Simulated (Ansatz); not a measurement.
## Sn32HO31: single-point calculation (part 1 of 2)

- system: Sn32HO31 (defect cell, 64 atoms in the cell)
- method: DFT PBE, scalar-relativistic, plane waves, PAW, spin-polarised (Ansatz 0.2.0)

The structure derives from an entry of the Crystallography Open Database.

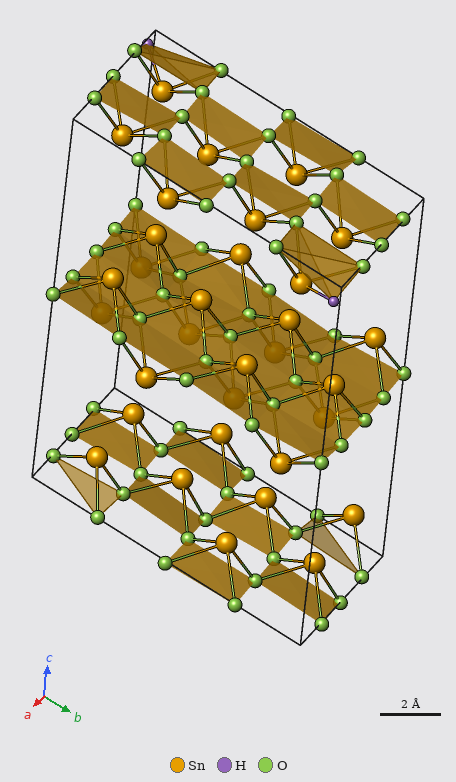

*The structure (polyhedral view of the cell of the calculation, seen slightly off an axis; polyhedra are completed across the faces of the cell). An atom can appear more than once, as a periodic image.*

Input
```yaml
crystal:
  lattice:
    - [-7.5972, -7.5972, 0.0]
    - [7.5972, -7.5972, 0.0]
    - [0.0, 7.5972, 9.6816]
  atoms:
    - { symbol: Sn, position: [0.9328116781, 0.1844861555, 0.6243410046] }
    - { symbol: Sn, position: [0.9324159729, 0.2007266155, 0.1330162452] }
    - { symbol: Sn, position: [0.6921259861, 0.439872977, 0.6245141614] }
    - { symbol: Sn, position: [0.9383385084, 0.686722653, 0.1234196247] }
    - { symbol: Sn, position: [0.4334963777, 0.1916098631, 0.6252373657] }
    - { symbol: Sn, position: [0.6805187588, 0.4426648737, 0.1235436672] }
    - { symbol: Sn, position: [0.9337000914, 0.6845065696, 0.6186722536] }
    - { symbol: Sn, position: [0.43678788, 0.1855131575, 0.123131955] }
    - { symbol: Sn, position: [0.6866159202, 0.9374930475, 0.1230816898] }
    - { symbol: Sn, position: [0.1922590018, 0.4334652204, 0.6251759403] }
    - { symbol: Sn, position: [0.4434270194, 0.6807441061, 0.1235102203] }
    - { symbol: Sn, position: [0.6850447674, 0.9339074706, 0.6185549482] }
    - { symbol: Sn, position: [0.1853887877, 0.4368555427, 0.1233436343] }
    - { symbol: Sn, position: [0.4393087869, 0.6914761451, 0.6240675882] }
    - { symbol: Sn, position: [0.2014705549, 0.9326162009, 0.1335655619] }
    - { symbol: Sn, position: [0.1848958675, 0.9325462589, 0.6241392806] }
    - { symbol: Sn, position: [0.8195513913, 0.3125081952, 0.3798567835] }
    - { symbol: Sn, position: [0.5608915047, 0.0672772808, 0.3800054493] }
    - { symbol: Sn, position: [0.8100426142, 0.3136909281, 0.8785092742] }
    - { symbol: Sn, position: [0.5651082374, 0.068174331, 0.8784050692] }
    - { symbol: Sn, position: [0.8108893135, 0.8105798742, 0.8752573601] }
    - { symbol: Sn, position: [0.3198675039, 0.318985188, 0.3800711838] }
    - { symbol: Sn, position: [0.5653598252, 0.5645571806, 0.8747552927] }
    - { symbol: Sn, position: [0.8134973764, 0.8129574392, 0.3741691504] }
    - { symbol: Sn, position: [0.0608189427, 0.0608476002, 0.380036949] }
    - { symbol: Sn, position: [0.3097189115, 0.3101644611, 0.8747117947] }
    - { symbol: Sn, position: [0.5609003385, 0.5609411937, 0.3742116174] }
    - { symbol: Sn, position: [0.0647414383, 0.0649065289, 0.8751893049] }
    - { symbol: Sn, position: [0.3135030423, 0.8101621282, 0.8784574754] }
    - { symbol: Sn, position: [0.0688151898, 0.565279078, 0.8785993097] }
    - { symbol: Sn, position: [0.3130134359, 0.8189930075, 0.3797258485] }
    - { symbol: Sn, position: [0.0668025255, 0.5605695316, 0.3797737935] }
    - { symbol: H, position: [-0.030360766, -0.0298144621, -0.0603714948] }
    - { symbol: O, position: [0.0007395477, 0.0004497354, 0.5111203096] }
    - { symbol: O, position: [0.0090154379, 0.5000313523, 0.5091583161] }
    - { symbol: O, position: [0.4959645005, -0.0042181067, -0.0081911409] }
    - { symbol: O, position: [0.7481335279, 0.2477326813, 0.4956583364] }
    - { symbol: O, position: [-0.0040797321, 0.4960308596, -0.0083899435] }
    - { symbol: O, position: [0.5002825321, 0.0089030549, 0.5089511042] }
    - { symbol: O, position: [0.7527173899, 0.2617383098, 0.0146467414] }
    - { symbol: O, position: [0.5107910043, 0.5106084157, 0.5113633824] }
    - { symbol: O, position: [0.7566181745, 0.7560176298, 0.0051294156] }
    - { symbol: O, position: [0.2442822928, 0.2438125452, 0.4878715736] }
    - { symbol: O, position: [0.4934417668, 0.4931772531, -0.0134088094] }
    - { symbol: O, position: [0.7443887611, 0.7442615713, 0.4887301011] }
    - { symbol: O, position: [0.2490573093, 0.2493049633, 0.0052575655] }
    - { symbol: O, position: [0.2625876377, 0.7532231158, 0.0149931084] }
    - { symbol: O, position: [0.2476050759, 0.7475205018, 0.4951968059] }
    - { symbol: O, position: [0.7581415924, 0.0053283818, 0.0014843134] }
    - { symbol: O, position: [0.0025447315, 0.2486126189, 0.5065758176] }
    - { symbol: O, position: [0.7434041439, -0.0021674658, 0.4940794645] }
    - { symbol: O, position: [-0.0046194624, 0.2430389324, 0.0004046012] }
    - { symbol: O, position: [0.7509299986, 0.4959874178, 0.4940235682] }
    - { symbol: O, position: [0.0057215347, 0.7580465458, 0.0007820945] }
    - { symbol: O, position: [0.2435085727, -0.0036493454, 0.0016341986] }
    - { symbol: O, position: [0.5048308993, 0.2579157736, 0.5067623312] }
    - { symbol: O, position: [0.7502261536, 0.504091255, 0.0024486284] }
    - { symbol: O, position: [-0.0013095341, 0.7437403024, 0.4954691876] }
    - { symbol: O, position: [0.2482259844, 0.001453601, 0.505304302] }
    - { symbol: O, position: [0.4972868326, 0.2512859991, 0.0006003024] }
    - { symbol: O, position: [0.2572266841, 0.5035437188, 0.5050406999] }
    - { symbol: O, position: [0.5037161217, 0.7490240115, 0.0005464832] }
    - { symbol: O, position: [0.2523720534, 0.4984391249, 0.0022427056] }
    - { symbol: O, position: [0.4967653428, 0.7514258199, 0.4952457594] }
magnetization:
  spin_polarized: true
basis:
  ecutwfc: 420
  fft_grid_basis: typed
kpoints:
  mp_grid: { grid: [1, 1, 1] }
hamiltonian:
  xc: pbe
  pseudopotentials: { kind: paw }
scf:
  occupations: { method: gaussian, width: 0.05 }
  n_extra_bands: 23
output:
  forces: true
  stress: false
  eigenvalues: true
  bader: false
  write_density: false
  volumetric_format: npy
  populations: true
  band_densities:
    - { e_range: [-0.25, 0.25] }
    - { e_range: [-1.2, 0.0] }
    - { e_range: [0.0, 1.2] }
    - { e_range: [-0.18, 0.09] }
    - { e_range: [0.4, 0.46] }
    - { e_range: [-1.25, -1.04] }
    - { e_range: [1.22, 1.3] }
  dos:
    e_range: [-30, 8]
    de: 0.02
    method: { smearing: { sigma: 0.03, scheme: gaussian } }
    projected: { site_lists: { H: [H], O: [O], Sn: [Sn] } }
checkpoint:
  read: start.run
  write: ck
  compress: false
  write_wavefunctions: false
  write_every: 100000
```

Machine: 8 threads of Arm Neoverse N1, 98 GiB of memory available, shared host.

Launched with:
```bash
ansatz run input.yaml --threads 8 --pin off --max-ram 16384MiB --backend cpu --events-out ev --progress --plain --runs-dir out
```

Output
```
Warning: checkpoint.read: spin seed differs: saved 61728843a9a1…, current ec00cef56297…; the loaded state replaces the seed-built initial guess (but the starting_ns of a DFT+U solve that opens without the state's occupation matrices), so the run may converge into the producing seed's basin, or, where the symmetry group that follows from this deck's starting moments and starting_ns does not hold the saved magnetisation, lose that magnetisation at its first build. Where atoms have moved since the state was saved, this difference can also decide whether moments are moved with them. A self-consistent run of this deck without the state starts from its starting moments and, under a DFT+U term, its starting_ns
scf.n_extra_bands = 23 over 318 filled bands (N_el = 635.0): the run solves 341 bands
Engine: ansatz 0.2.0, aarch64-unknown-linux-gnu
Pseudopotentials: kind: paw
Pseudopotential: Sn, paw, valence charge 14, recommended cutoff 420 eV (normal), Sn.paw.azcp
Pseudopotential: H, paw, valence charge 1, recommended cutoff 420 eV (normal), H.paw.azcp
Pseudopotential: O, paw, valence charge 6, recommended cutoff 420 eV (normal), O.paw.azcp
Functional definition: PBE
  parameter kappa = 0.804
  parameter beta = 0.06672455060314922
  exchange = pbe_x(kappa = kappa, mu = beta*pi^2/3)
  correlation = pbe_c(beta = beta)
Crystal: 64 atoms, lattice volume = 1117.594 Å³
Basis set: ecut = 420 eV, 21881 PW (Γ), exchange–correlation on 144×144×180 points (8 copies of the dense FFT grid, shifted against one another)
Bands: 341, of which v1, the nominal top of the filled ones, is band 318 counted from 1 (317 counted from 0)
Symmetry: 1 space group operations
Space group: P1 (ITA 1), of the structure as read, at distance tolerance 1.0e-4 Å
k-points: 1
Non-local potential: Sn, projectors of the file, l = 0: 2, l = 1: 2, l = 2: 2, l = 3: 2
Non-local potential: H, projectors of the file, l = 0: 2, l = 1: 1
Non-local potential: O, projectors of the file, l = 0: 2, l = 1: 2, l = 2: 1
PAW form: soft (Blöchl's): semilocal exchange-correlation on the pseudo side does not see the compensation charge
PAW one-centre angular grid: Sn, 590 points (default); XC on 64 Gauss nodes
PAW one-centre angular grid: H, 110 points (default); XC on 64 Gauss nodes
PAW one-centre angular grid: O, 110 points (default); XC on 64 Gauss nodes
Initial density: read from a saved state, or passed on in memory by an earlier SCF of this step, an earlier step, the calling program or the single point that the run made first
Stability of the state it starts from, as read at its close in the collinear treatment: not read negative (Ritz values of 1 − χ₀K, real part plus size of imaginary part, from 0.32 to 0.47, by its mixing steps under no symmetry); its run was given moments
Initial wavefunctions: pseudopotential atomic-orbital guess
Functional: x = pbe(κ = 0.804, μ = 0.2195149727645171), c = pbe(β = 0.06672455060314922)
iter 1 solved again at ethr=4.22e-8 eV; its pass at ethr=3.10e-3 eV (dr2=2.68e-4 eV) is discarded
SCF iter   1: F=—  HF=-210381.005470 eV  |F-HF|=—  |Δ(HF+E_count)|=         —  Δρ=2.84e-7 (↑2.84e-7 ↓2.59e-7)  dr2=5.60e-9  dr2_m=1.48e-10  M=0.929 μB ∫|m|=1.084 μB  β_m=0.30  ethr=4.22e-8  ⟨swp⟩=4.0  Hψ=5018  notcnv=0
eigensolver tolerance schedule: the retry pair's looser diagonalisation over-reported the residual by 47825.47 of it (diagonalisation noise at 1.87 of the residual, at the tolerance the schedule requests for it); recorded, not acted on — ethr = c·dr2/N_el stays at c = 1.0e-1
preconditioner: auto → Resta (q_TF=auto, 2.483 Å⁻¹)  ε∞=3.9  [insulator: Δε(μ)=0.128 eV  Ē_g=16.576 eV  σ=0.050 eV  W_gap=0.93  n_scr=290 (ndim 8)  ℏωp=28.0 eV  f_vac=0.014  D(μ)=4.44/eV (n_scr^D=14)  ε∞_Penn≈3.9]
spin=Collinear: Resta preconditioning applied to the charge; magnetization (m = ρ↑ − ρ↓) channel mixes plain (no charge-response kernel on spin).
SCF iter   2: F=—  HF=-210381.006409 eV  |F-HF|=—  |Δ(HF+E_count)|=   9.38e-4  Δρ=1.72e-7 (↑1.72e-7 ↓1.62e-7)  dr2=1.80e-9  dr2_m=9.93e-11  M=0.929 μB ∫|m|=1.084 μB  β_m=0.33  ethr=1.00e-12  ⟨swp⟩=8.0  Hψ=3392  notcnv=0
SCF iter   3: F=-210381.006409 eV  HF=-210381.006409 eV  |F-HF|=5.82e-11  |Δ(HF+E_count)|=  2.62e-10  Δρ=1.13e-7 (↑1.13e-7 ↓1.03e-7)  dr2=6.19e-10  dr2_m=6.63e-11  M=0.929 μB ∫|m|=1.084 μB  ethr=1.00e-12  ⟨swp⟩=1.0  Hψ=1373  notcnv=0
SCF 1 converged in 3 iterations: F = -210381.006409 eV  dr2 = 6.19e-10
  greatest PAW one-centre occupation: 0.993 electrons in one spin orbital (limit 2), on the Sn atom at site 17 (counted from 0), in its partial waves of l = 2
NSCF: frozen V_eff on 1 k-points
SCF converged after 3 iterations
Magnetization: 0.9288 μB (317.9644 up, 317.0356 down)
Absolute magnetization: 1.0926 μB (∫|ρ↑−ρ↓|, with the PAW one-centre terms)
Spin contamination: 0.0014 ħ² per cell (⟨S²⟩ above its minimum at these occupations)
Per-site moments (μB) at R_I (Å): [(0.0025629501365962374, 0.9099615976134667), (0.002594783345223809, 0.8902327155668388), (0.0025631340276129544, 0.910101674555919), (0.0025324447202163336, 0.9177783900168667), (0.0021646484058749937, 0.9093954921136107), (0.002583597752279151, 0.9046489016285175), (0.0025976148152794354, 0.9185111920787303), (0.0025870846691176484, 0.9183010811893979), (0.002595698066230283, 0.9183681583309183), (0.002182626456281843, 0.9097037679779459), (0.002584033235011857, 0.9044520254664364), (0.0026028567524476365, 0.9188061993061127), (0.0025607162290212345, 0.9179024198268328), (0.00269444139401004, 0.9100029596177119), (0.002601571200882164, 0.8901322332455941), (0.0026862111291969383, 0.9098328288352849), (0.002622799485278902, 0.9121726391278772), (0.002609543635866368, 0.9116015753657336), (0.0026155631238397605, 0.9183343080585981), (0.0025416116855886657, 0.9184375058962193), (0.0017996759112176533, 0.836437986353864), (0.0026911745860046057, 0.91755302480194), (0.002885947382415968, 0.9158414400087589), (0.0023329397225579146, 0.9136771036006291), (0.0026969078404474544, 0.9177156385916928), (0.002882861837713522, 0.9151679109858373), (0.0023151938924985457, 0.9133876481313136), (0.001810877653457753, 0.8373469836425157), (0.00253652151323663, 0.9177583892093141), (0.0026045484607282103, 0.9182628903969566), (0.0026057861865194086, 0.912771409175473), (0.0025947310801280646, 0.9130276111805502), (-0.00022779345161005833, 0.836437986353864), (-0.0018189468274134033, 0.9098328288352849), (-0.0017041768988047767, 0.9097037679779459), (-0.0018935798710607756, 0.9177583892093141), (-0.001079247581058842, 0.9152465100202678), (-0.0019268048762189937, 0.9182628903969566), (-0.0017053858734645394, 0.9093954921136107), (-0.001739415741159737, 0.8902327155668388), (-0.0018114294543344345, 0.9100029596177119), (-0.001564610369259349, 0.9102837753272669), (-0.0016858378902130798, 0.91755302480194), (-0.0021129619099740263, 0.9151679109858373), (-0.001863876403860298, 0.9133876481313136), (-0.0015678843740047862, 0.9105771709320828), (-0.0017448414577399395, 0.8901322332455941), (-0.0011811045155688444, 0.9155132138944332), (0.0011144893634905614, 0.9150265480995001), (0.000795083781405515, 0.9183243596294768), (0.001183869829064428, 0.9116015753657336), (0.0008951468921949516, 0.9167605854711752), (0.0011754832818949832, 0.9121726391278772), (0.0008907408394375741, 0.9163755484808414), (0.0011241215340241613, 0.9149597304531393), (0.0007846188797098102, 0.9179469828165608), (0.0006753203178576253, 0.9199963341445729), (0.0011010091370123672, 0.9130276111805502), (0.0008339367774437283, 0.9190358288658184), (0.0008011242316221397, 0.9206987962463918), (0.000850439950064785, 0.9192211101928416), (0.0007965717655250627, 0.9205000149696058), (0.0006807522868173284, 0.9199844007728863), (0.0011010021898884277, 0.912771409175473)]
Free energy (F): -210381.006409 eV
Harris-Foulkes:  -210381.006409 eV  (|F-HF|=5.82e-11)
Internal energy: -210381.000863 eV  (E = F + TS)
E sigma→0 (E₀):  -210381.003636 eV
Entropy (-TS):   -0.005546 eV (-0.087 meV/atom)
Fermi energy:    9.807954 eV
--- Per-component energies (eV) ---
  E_band       = -2955.079897
  E_kinetic    = 11409.292805
  E_local      = -41577.698643  (includes V_loc(G=0)·N_el)
  E_nonlocal   = 466.070526
  E_hartree    = 22614.981075
  E_xc         = -14538.307755
  E_vxc        = -6002.512115  (∫ρ·V_xc dr)
  E_paw        = -137267.970862  (= ΣΔE_a)
  E_vpaw       = -12480.267087  (= ΣTr[D̂ρ^β])
  E_aug_tail   = 0.073271  (compensation charges beyond the density's cutoff)
  E_ewald      = -51487.441280
  E_smearing   = -0.005546  (= −TS)
  E_closure    = -0.000000  (closes the sum)
  Σ components = -210381.006409   (vs F -210381.006409, Δ=0.00e0)
```
